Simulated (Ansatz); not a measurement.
**Run report: HfB2, band-structure calculation**

The run: band-structure calculation of HfB2 (P6/mmm, 3 atoms in the cell). Method and program: DFT, PBEsol, all-electron LAPW, scalar-relativistic, no spin polarisation (Ansatz 0.2.0).

The structure derives from an entry of the Crystallography Open Database. Its volume is 0.94 times that of the source entry. It belongs to a series of runs on one base structure; here: volume scaled by 0.94. Figures and captions count atoms from 1; the log counts them from 0 in places.

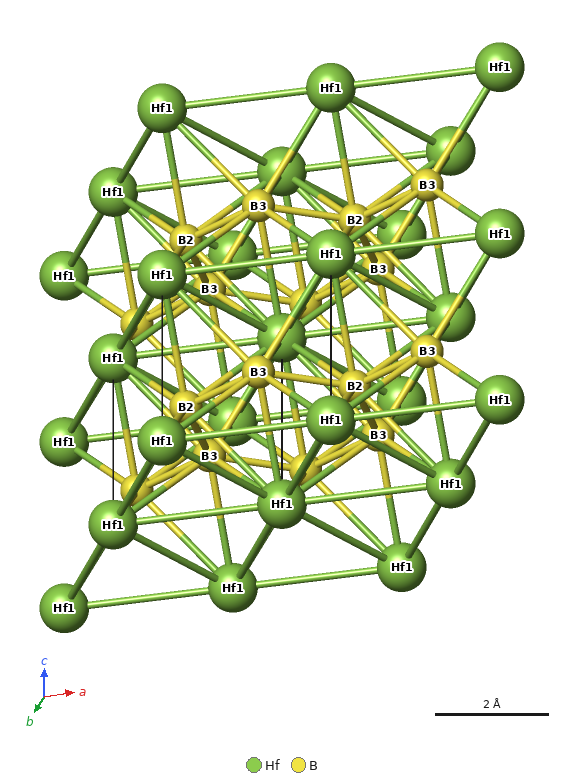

Fig. 1: The structure (ball-and-stick view of the cell of the calculation, repeated 2 × 2 × 2, seen at an oblique angle; atoms are numbered from 1 in the order of the input). An atom can appear more than once, as a periodic image. Near neighbours in the periodic cell (some may lie outside the picture): Hf has 12 B at 2.46 Å and 6 Hf at 3.08 Å; B has 3 B at 1.78 Å and 6 Hf at 2.46 Å.

Input:
```yaml
crystal:
  lattice:
    - [3.0759004798, 0.0, 0.0]
    - [-1.53795024, 2.663807955, 0.0]
    - [0.0, 0.0, 3.4089596583]
  atoms:
    - { symbol: Hf, position: [0.0, 0.0, 0.0] }
    - { symbol: B, position: [0.3333333333, 0.6666666667, 0.5] }
    - { symbol: B, position: [0.6666666667, 0.3333333333, 0.5] }
kpoints:
  mp_grid: { grid: [13, 13, 11] }
  band_path:
    path:
      - [0.0, 0.0, 0.0]
      - [0.5, 0.0, 0.0]
      - [0.3333333333, 0.3333333333, 0.0]
      - [0.0, 0.0, 0.0]
      - [0.0, 0.0, 0.5]
      - [0.5, 0.0, 0.5]
      - [0.3333333333, 0.3333333333, 0.5]
      - [0.0, 0.0, 0.5]
      - [0.5, 0.0, 0.5]
    npoints: 5
scf:
  occupations: { method: fermi_dirac, width: 0.05 }
hamiltonian:
  xc: pbesol
  pseudopotentials: { kind: all_electron, lapw: { basis_error: 0.0005 } }
output:
  forces: true
  stress: true
  eigenvalues: true
```

Launch command:
```bash
ansatz run input.yaml --threads 1 --pin off --max-ram 6144MiB --backend cpu --events-out ev --progress --plain --runs-dir out
```

Output:
```
LAPW: plane waves up to 9.294 Å⁻¹, error target 5.0e-4 eV per atom; small_component_spin mean_spin; B in spheres of 0.888 Å, 5 of its electrons in bands, Dirac shells []; Hf in spheres of 1.364 Å, 42 of its electrons in bands, Dirac shells [] (how accurate: hamiltonian.pseudopotentials.lapw.basis_error, Limitations)
Engine: ansatz 0.2.0, x86_64-unknown-linux-gnu
Pseudopotentials: kind: all_electron
Pseudopotential: Hf, LAPW, valence charge 42, lapw/all_electron/scalar/gaussian/Hf, Koelling and Harmon's equation, gaussian nucleus
Pseudopotential: B, LAPW, valence charge 5, lapw/all_electron/scalar/gaussian/B, Koelling and Harmon's equation, gaussian nucleus
Functional definition: PBEsol
  exchange = pbesol_x
  correlation = pbesol_c
Crystal: 3 atoms, lattice volume = 27.932 Å³
Basis set: ecut = 329.113733801727 eV, 389 PW (Γ), exchange–correlation at level 2
Bands: 32, of which v1, the nominal top of the filled ones, is band 26 counted from 1 (25 counted from 0)
Symmetry: 24 space group operations
Space group: P6/mmm (ITA 191), of the structure as read, at distance tolerance 3.0e-5 Å
k-points: 126 of 1859
Non-local potential: Hf, projectors of the file, none
Non-local potential: B, projectors of the file, none
Initial density: superposition of atomic densities (chi_scale 0.1, normalization cell, long waves kept (reshape's long-wave potential 0.00 eV rms))
Initial wavefunctions: plane waves of lowest kinetic energy (no species holds an atomic orbital)
Functional: x = pbesol(κ = 0.804, μ = 0.12345679012345678), c = pbesol(β = 0.046)
iter 1 solved again at ethr=6.46e-3 eV; its pass at ethr=1.00e-1 eV (dr2=3.36e0 eV) is discarded
SCF iter   1: F=—  HF=-411477.429065 eV  |F-HF|=—  |Δ(HF+E_count)|=         —  Δρ=8.12e-2  dr2=3.36e0  ethr=6.46e-3  ⟨swp⟩=2.0  Hψ=25098  notcnv=0
preconditioner: auto → Kerker (q_TF=auto, 3.026 Å⁻¹)  [metal: Δε(μ)=0.013 eV  Ē_g=17.807 eV  σ=0.050 eV  W_gap=0.06  n_scr=20 (ndim 8)  ℏωp=38.5 eV  f_vac=0.000  D(μ)=0.35/eV (n_scr^D=0)]
SCF iter   2: F=—  HF=-411476.364011 eV  |F-HF|=—  |Δ(HF+E_count)|=    1.07e0  Δρ=4.21e-2  dr2=9.28e-1  ethr=6.46e-3  ⟨swp⟩=2.4  Hψ=11767  notcnv=0
preconditioner: auto → Resta (q_TF=auto, 3.026 Å⁻¹)  ε∞=5.1  [insulator: Δε(μ)=0.162 eV  Ē_g=19.067 eV  σ=0.050 eV  W_gap=0.51  n_scr=20 (ndim 8)  ℏωp=38.5 eV  f_vac=0.000  D(μ)=0.23/eV (n_scr^D=0)  ε∞_Penn≈5.1]
SCF iter   3: F=—  HF=-411476.143821 eV  |F-HF|=—  |Δ(HF+E_count)|=   2.20e-1  Δρ=2.01e-2  dr2=2.15e-1  ethr=1.78e-3  ⟨swp⟩=2.6  Hψ=11445  notcnv=0
SCF iter   4: F=—  HF=-411476.031044 eV  |F-HF|=—  |Δ(HF+E_count)|=         —  Δρ=8.39e-3  dr2=3.31e-2  ethr=4.13e-4  ⟨swp⟩=2.3  Hψ=12277  notcnv=0
the basis was enlarged: its passes take 278.6 KiB over the memory plan, 1 of 1 planned eigensolver slots
iter 5 solved again at ethr=5.25e-6 eV; its pass at ethr=6.36e-5 eV (dr2=2.73e-3 eV) is discarded
SCF iter   5: F=—  HF=-411476.023403 eV  |F-HF|=—  |Δ(HF+E_count)|=   7.64e-3  Δρ=2.51e-3  dr2=2.73e-3  ethr=5.25e-6  ⟨swp⟩=2.0  Hψ=19907  notcnv=0
SCF iter   6: F=—  HF=-411476.022971 eV  |F-HF|=—  |Δ(HF+E_count)|=   4.32e-4  Δρ=7.17e-4  dr2=2.10e-4  ethr=5.24e-6  ⟨swp⟩=2.0  Hψ=11480  notcnv=0
SCF iter   7: F=—  HF=-411476.022959 eV  |F-HF|=—  |Δ(HF+E_count)|=   1.23e-5  Δρ=1.05e-4  dr2=3.42e-6  ethr=4.03e-7  ⟨swp⟩=2.0  Hψ=11478  notcnv=0
SCF iter   8: F=-411476.022958 eV  HF=-411476.022958 eV  |F-HF|=2.10e-8  |Δ(HF+E_count)|=   1.16e-6  Δρ=1.91e-5  dr2=8.96e-8  ethr=6.57e-9  ⟨swp⟩=3.0  Hψ=11871  notcnv=0
SCF 1 converged in 8 iterations: F = -411476.022958 eV  dr2 = 8.96e-8
```

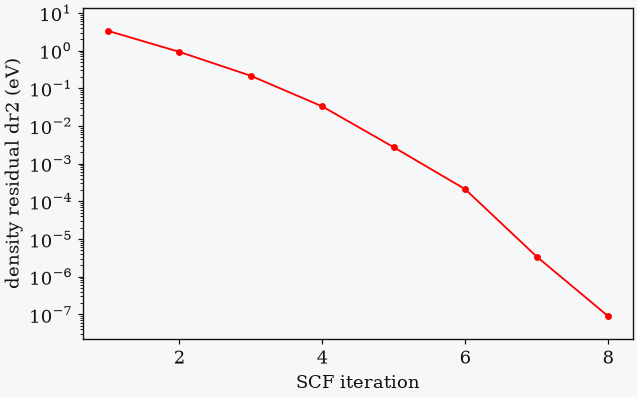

Fig. 2: Convergence of the self-consistent field: density residual dr2 against the SCF iteration. The residual falls at every step.

```
NSCF: frozen V_eff on 41 k-points
SCF converged after 8 iterations
Free energy (F): -411476.022958 eV
Harris-Foulkes:  -411476.022958 eV  (|F-HF|=2.10e-8)
Internal energy: -411476.021617 eV  (E = F + TS)
E sigma→0 (E₀):  -411476.022287 eV
Entropy (-TS):   -0.001341 eV (-0.447 meV/atom)
Fermi energy:    22.192231 eV
--- Per-component energies (eV) ---
  E_band       = -4305.420559
  E_kinetic    = 457650.316785
  E_xc         = -8511.113898
  E_electrostatic = -860615.224503  (all electrons and nuclei)
  E_smearing   = -0.001341  (= −TS)
  E_closure    = 0.000000  (closes the sum)
  E_atoms      = -411450.748255  (free atoms, spherical and without spin; not in F)
  Σ components = -411476.022958   (vs F -411476.022958, Δ=0.00e0)
  Basis errors (estimates in eV, not in F): energy 2.2e-4 per atom: plane waves 1.9e-4 (1.0e-4 summed), levels above the bands 3.7e-51, relativity 1.4e-8, radial functions 2.8e-5, core shells 1.2e-7; eigenvalues (radial functions only) 1.3e-6; not estimated: angular momenta, meshes, grids; target (lapw.basis_error) 5.0e-4; muffin-tin radii B 0.888 Å, Hf 1.364 Å
--- Forces (eV/Å), atoms counted from 1 ---
  atom   1  Hf     0.00000000    -0.00000000     0.00000000
  atom   2  B      0.00000000     0.00000000     0.00000000
  atom   3  B      0.00000000    -0.00000000     0.00000000
  max |Σ_I F_I| component: 5.55e-17 eV/Å
--- Stress (GPa, compression-positive) ---
       13.948006      -0.000000       0.000000
       -0.000000      13.948006       0.000000
        0.000000       0.000000      10.526199
  P = ⅓ Tr σ = 12.8074 GPa (128.074 kbar)
--- Band table (eV; the first three rows and the last of 126) ---
  k-point 0: bands = ["-350.5657", "-350.5363", "-350.5363", "-178.6359", "-178.6311", "-178.6311", "-178.6065", "-178.6065", "-150.0398", "-150.0253", "-39.4130", "-8.3423", "-7.7678", "-7.7678", "8.0469", "10.6194", "10.6332", "10.6589", "10.6589", "10.6601", "10.6601", "10.7679", "18.8978", "19.0728", "19.0728", "19.4453", "26.3855", "26.3855", "27.0722", "27.0722", "27.4084", "27.4084"]
  k-point 1: bands = ["-350.5657", "-350.5363", "-350.5363", "-178.6359", "-178.6311", "-178.6311", "-178.6065", "-178.6065", "-150.0398", "-150.0253", "-39.4122", "-8.3718", "-7.7656", "-7.7656", "8.1925", "10.6177", "10.6331", "10.6578", "10.6578", "10.6610", "10.6610", "10.7679", "17.9758", "19.1639", "19.1639", "20.3240", "25.3877", "25.3877", "26.7648", "26.7648", "27.6715", "28.6221"]
  k-point 2: bands = ["-350.5657", "-350.5363", "-350.5363", "-178.6359", "-178.6311", "-178.6311", "-178.6065", "-178.6065", "-150.0398", "-150.0253", "-39.4101", "-8.4499", "-7.7600", "-7.7600", "8.6105", "10.6138", "10.6329", "10.6516", "10.6516", "10.6668", "10.6668", "10.7679", "16.7850", "19.4325", "19.4325", "21.4191", "24.2493", "24.2493", "25.9787", "25.9787", "27.6288", "30.3071"]
  k-point 125: bands = ["-350.5657", "-350.5363", "-350.5363", "-178.6358", "-178.6311", "-178.6311", "-178.6065", "-178.6065", "-150.0332", "-150.0318", "-39.3309", "-8.4435", "-8.4412", "-8.3060", "10.6137", "10.6232", "10.6517", "10.6560", "10.6586", "10.6708", "10.7360", "12.4417", "13.2147", "16.4926", "18.8755", "18.8968", "26.9754", "28.0341", "29.2622", "29.3073", "30.1207", "30.1787"]
```

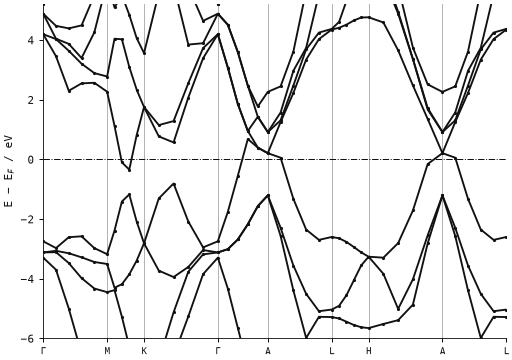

Fig. 3: Band structure along Γ–M–K–Γ–A–L–H–A–L, with energies from the Fermi level. Bands cross the Fermi level: a metal at this level of theory.

Results in brief:

- outcome: converged
- space group (tolerance 0.01 Å): P6/mmm (191)
- electrons in bands (core shells apart): 52
- free energy: −411476.0230 eV
- Fermi energy: 22.192 eV
- pressure: 12.81 GPa
- electronic character: metal
- largest force (length of the vector): under 0.001 eV/Å
- hardware: 1 thread of Intel Xeon (Granite Rapids), 64 GiB of memory available, shared host
- wall time: 18 s
- peak memory: 0.57 GiB

Spin–orbit coupling is left out, which matters for Hf. The cell is under a pressure of 12.8 GPa at this level, so it is not at its equilibrium volume.
